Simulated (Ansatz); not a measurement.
## Electronic structure of Pt₁₂S (slab) in real space

Input

```
crystal:
  lattice:
    - [4.8623767104, 0.0, 0.0]
    - [-2.4311883552, 4.210941754, 0.0]
    - [0.0, 0.0, 25.8764390892]
  atoms:
    - { symbol: Pt, position: [0.0, 0.3333333333, 0.3284841462] }
    - { symbol: Pt, position: [0.3333333333, 0.0, 0.3284841462] }
    - { symbol: Pt, position: [0.6666666667, 0.6666666667, 0.3284841462] }
    - { symbol: Pt, position: [0.3333333333, 0.3333333333, 0.4170645863] }
    - { symbol: Pt, position: [0.6666666667, 0.0, 0.4170645863] }
    - { symbol: Pt, position: [0.0, 0.6666666667, 0.4170645863] }
    - { symbol: Pt, position: [0.6666666667, 0.3333333333, 0.5048500482] }
    - { symbol: Pt, position: [0.0, 0.0, 0.5048500482] }
    - { symbol: Pt, position: [0.3333333333, 0.6666666667, 0.5048500482] }
    - { symbol: Pt, position: [0.0, 0.3333333333, 0.5940235188] }
    - { symbol: Pt, position: [0.3333333333, 0.0, 0.5940235188] }
    - { symbol: Pt, position: [0.6666666667, 0.6666666667, 0.5940235188] }
    - { symbol: S, position: [0.0, 0.8333333333, 0.6697680984] }
basis:
  ecutwfc: 420
kpoints:
  mp_grid: { grid: [6, 6, 1] }
hamiltonian:
  xc: pbe
scf:
  occupations: { method: gaussian, width: 0.1 }
output:
  forces: true
  eigenvalues: true
  write_density: true
  write_potential: true
  elf: true
  volumetric_format: npy
relax:
  adjacent_minimum: "off"
  f_tol: 0.03
  max_steps: 70
  constraints: [{ sites: [0, 1, 2, 3, 4, 5] }]
efield:
  axis: 3
  dipole_correction: true
```

Command:

```sh
ansatz run input.yaml --threads 4 --pin off --max-ram 10240MiB --backend cpu --events-out ev --progress --plain --runs-dir out
```

The fields are those of the relaxed geometry.

Theory: DFT PBE, scalar-relativistic, plane waves, PAW in Ansatz 0.2.0.

In a PAW calculation such maps are meaningful between the atoms, not at the nuclei.

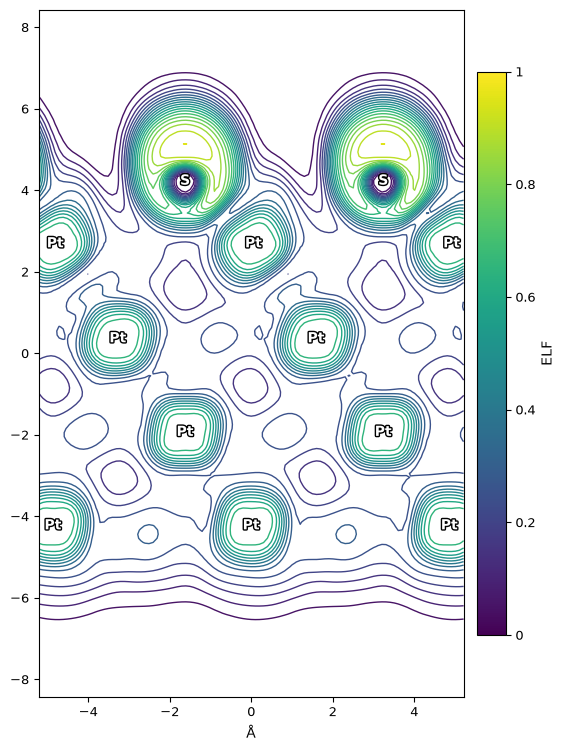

Figure 1. ELF on the (11̄0) plane of the calculation cell, a cut from vacuum to vacuum.

Question: What do the fields say about this system?

Answer: Atoms in the plane: Pt and S. Pt–S (2.28 Å): the ELF peaks at about 0.80 in the valence shell of S, 0.8 Å from its nucleus, and is about 0.45 at the midpoint. The features right at Pt lie inside the PAW spheres, where the map follows smoothed inner orbitals and isn't to be read closely.

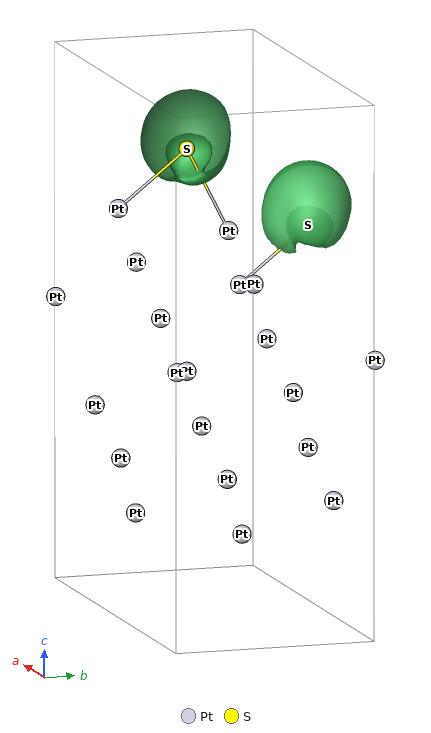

Figure 2. Isosurface of the ELF at 0.7 (green), seen at an oblique angle. Core shells and regions of very low density are left out. Sticks mark near contacts.

Question: What do the ELF domains correspond to?

Answer: The surface consists of one region wrapped around S (its valence shell), counted in one cell of 13 atoms. Counts are for one cell; the picture repeats the cell along the surface.

Question: Does the calculation make it a metal, or give it a gap?

Answer: It is metallic or semimetallic at this level of theory: no gap opens.
